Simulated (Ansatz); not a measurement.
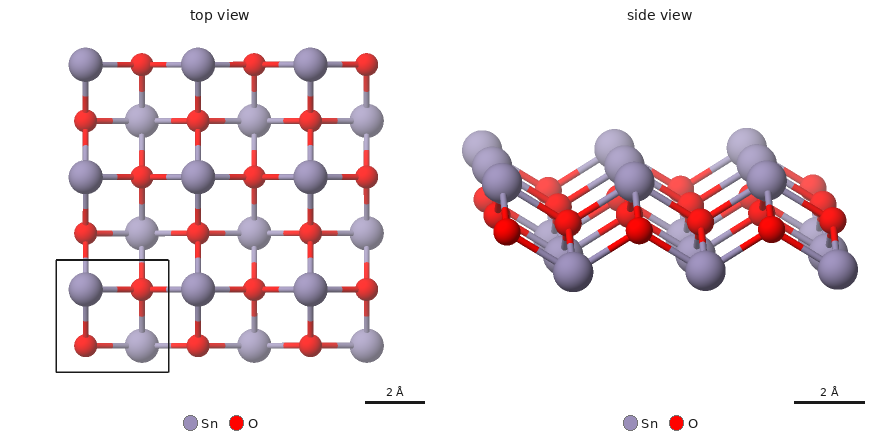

Monolayer SnO, seen from above and from the side.

Level of theory: Ansatz 0.2.0, DFT PBE+D3(BJ), scalar-relativistic, plane waves, PAW. Cutoff 420 eV, 28 × 28 k-points, Gaussian smearing 0.05 eV, dipole correction. No spin polarisation. Spin–orbit coupling is left out; with Sn it can shift levels and gaps. The semilocal functional makes this wide gap too small, and with it the biases at which current sets in. The run couldn't confirm all of its levels under its output density. The run warns that the functional's potential is rough in the thin density of the vacuum, where the tip is; weak contrasts and barriers may feel it.

Model: Tersoff–Hamann, s-wave tip, no tip–sample forces. Zero bias is put in the middle of the gap by convention. Bias windows are sharp sums over the levels of the k mesh.

```yaml
crystal:
  lattice:
    - [3.82293, 0.00062, 0.00000]
    - [-0.00061, 3.82293, 0.00000]
    - [0.00000, 0.00000, 22.36164]
  atoms:
    - { symbol: Sn, position: [0.76282, 0.23718, 0.44719] }
    - { symbol: O, position: [0.26258, 0.23742, 0.50000] }
    - { symbol: O, position: [0.76258, 0.73742, 0.50000] }
    - { symbol: Sn, position: [0.26282, 0.73718, 0.55281] }
```

The last single point, restarted from the relaxation's density, took 2.3 min on 1 thread of Intel(R) Xeon(R) 6975P-C (Granite Rapids), with other jobs on the host, peak memory 1.6 GiB.

Predict the constant-height image 5.0 Å above the topmost atom at −3.55 V.

The brightest spots lie over the top Sn atoms; the darkest points are over the sites above the Sn atoms 2.4 Å below the top plane. The brightest point carries 2.1 times the current of the darkest.

What does a constant-height image 3.5 Å above the topmost atom show at +2.75 V?

The brightest spots lie over the sites above the Sn atoms 2.4 Å below the top plane; the darkest points are over the top Sn atoms. The brightest point carries 1.3 times the current of the darkest.

The computed images, with the atoms seen from above drawn over one corner (deeper ones smaller):

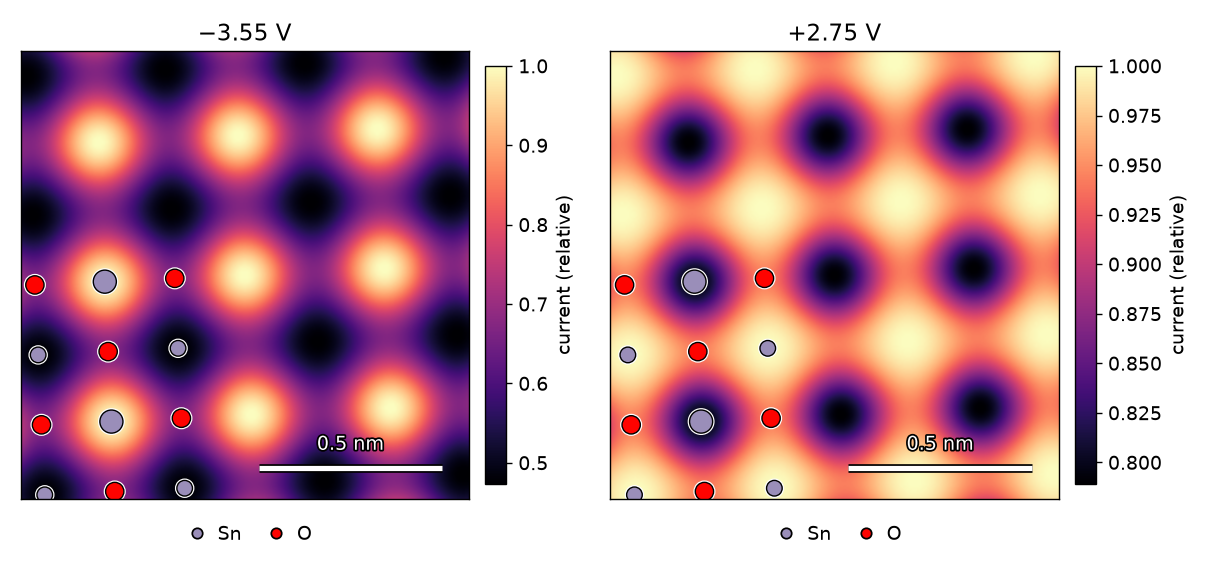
